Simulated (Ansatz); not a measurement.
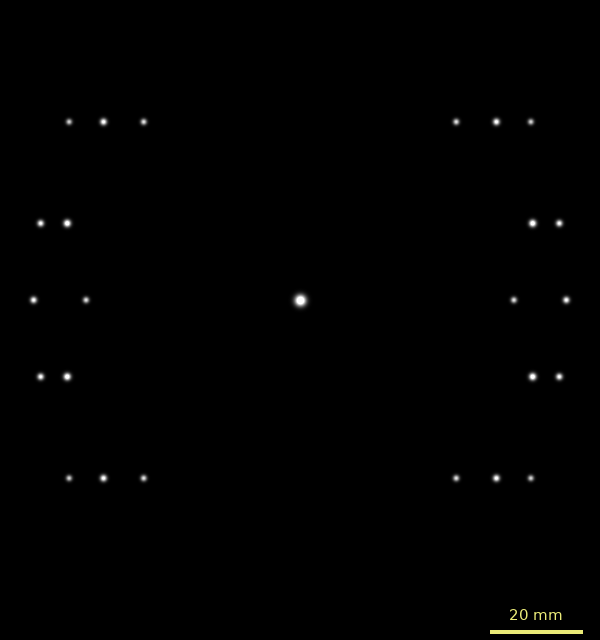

Simulated X-ray rotation photograph: Co Kα radiation (λ = 1.7902 Å), cylindrical film of radius 57.3 mm unrolled, rotation axis vertical and normal to the beam, kinematic intensities without Lorentz or polarisation factors, the film spanning ±63° about the beam; spots down to d = 1.83 Å.

Measure the layer lines and find the identity period along the axis.

Answer. The first layer line lies 16.8 mm from the equator, so tan ν = 0.294, sin ν = 0.282 and the period is λ/sin ν = 6.35 Å. Further lines follow at 39.1 mm.

The crystal is Cr, space group Pm-3n (No. 223), a = 4.489 Å. Structure: the geometry relaxed with DFT, PBEsol, plane waves (420 eV) with PAW, scalar-relativistic (Ansatz); the starting structure was generated, so it need not be a known form of this composition.

About which axis was it rotated?

Answer. About [110] (or an equivalent direction), whose length in the conventional cell is 6.348 Å.
